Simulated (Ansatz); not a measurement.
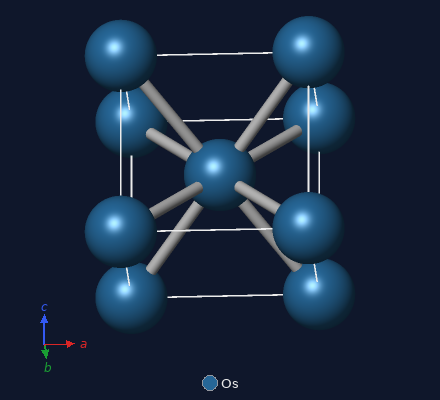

Os (Im-3m, No. 229): the end point of a relaxation with DFT PBE, scalar-relativistic, plane waves, PAW in Ansatz 0.2.0; the starting structure was generated, so it need not be a known form of this composition.

```cif
data_structure
_symmetry_space_group_name_H-M 'P 1'
_symmetry_Int_Tables_number 1
_cell_length_a 3.0913
_cell_length_b 3.0913
_cell_length_c 3.0913
_cell_angle_alpha 90.000
_cell_angle_beta 90.000
_cell_angle_gamma 90.000
_cell_volume 29.54
loop_
_atom_site_label
_atom_site_type_symbol
_atom_site_fract_x
_atom_site_fract_y
_atom_site_fract_z
_atom_site_occupancy
Os1 Os 0.00000 0.00000 0.00000 1
Os2 Os 0.50000 0.50000 0.50000 1
```

What will a dark-field STEM-like image along [001] show? Simulation: incoherent imaging, intensity Z^1.8 per atom, probe width 1.04 Å, thin sample. The probe carries 25 % of its weight in a tail 2.5 times as wide. Shot noise was added.

Answer. The columns repeat on a square net with a repeat of 2.19 Å (plane group p4mm). All columns are alike (Os). The shortest distance between visible columns is 2.19 Å in projection. Along the beam the structure repeats every 3.09 Å.

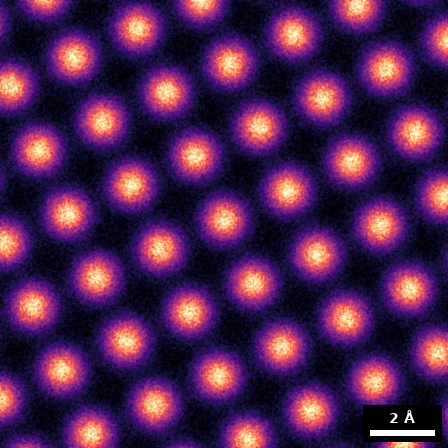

The simulated image.
